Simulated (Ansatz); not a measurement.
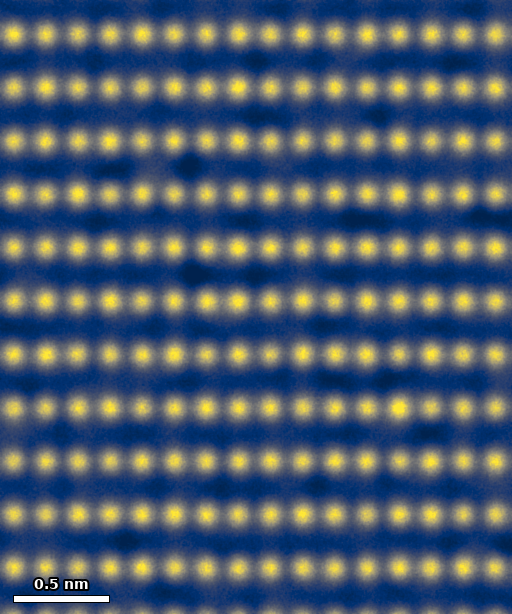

Dark-field STEM-like image of Sn (P6_3/mmc, No. 194). Simulated incoherent Z contrast: every atom adds Z^1.7 spread by a probe of 1.08 Å full width; channelling and multiple scattering are left out. The probe carries 15 % of its weight in a tail 2.5 times as wide. Shot noise and the speckle of an amorphous layer were added. Model: the end point of a relaxation with DFT, RPBE, plane waves (420 eV) with PAW, scalar-relativistic (Ansatz 0.2.0); the starting structure was generated, so it need not be a known form of this composition.

```
Sn
1.0
     3.41139    0.00000    0.00000
    -1.70570    2.95435    0.00000
     0.00000    0.00000    5.66829
Sn
2
Cartesian
  0.0000 1.9696 1.4171
  1.7057 0.9848 4.2512
```

### Along which zone axis is the crystal seen: [310], [001], [100] or [210]? (Directions equivalent by symmetry count as one.)

[210]. The projected cells are 1.12 × 5.67 Å, 90° for [310]; 3.41 × 3.41 Å, 120° for [001]; 2.95 × 5.67 Å, 90° for [100]; 1.71 × 2.83 Å, 90° for [210], and the image repeats as the [210] one does.
